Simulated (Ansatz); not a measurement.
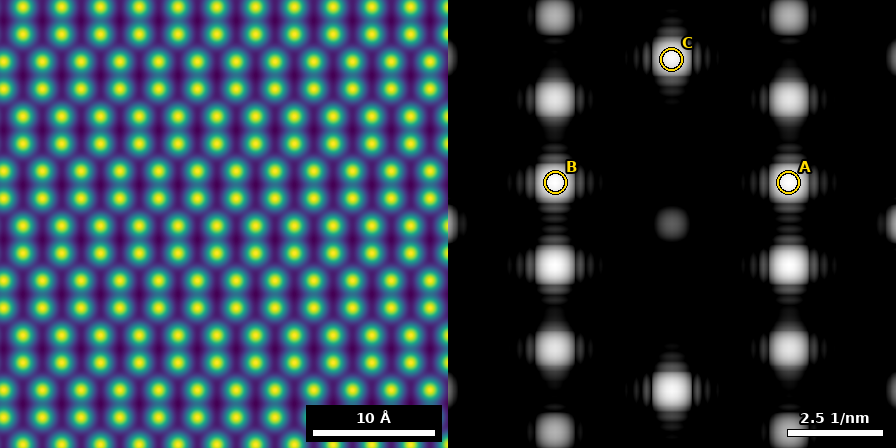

Z-contrast image of a crystal. The image is simulated as a sum over atoms of Z^1.7, blurred by a 1.26 Å probe (no channelling). The probe carries 25 % of its weight in a tail 2.5 times as wide. The display is stretched by a gamma of 0.65; percentages refer to the linear signal.

The right panel is the modulus of the image's Fourier transform on a logarithmic scale.

Question: Which lattice spacings do the marked spots stand for, and what angle do A and B enclose?

Answer: A: 3.0 Å, B: 3.0 Å, C: 2.3 Å; A and B enclose about 141°.

The crystal is Bi (C2/c, No. 15) along [001]; the spots are (-1 -1 0), (1 -1 0) and (0 -4 0). Structure used: the geometry relaxed with Ansatz 0.2.0, DFT, revPBE, plane waves (420 eV) with PAW, scalar-relativistic; the starting structure was generated, so it need not be a known form of this composition.
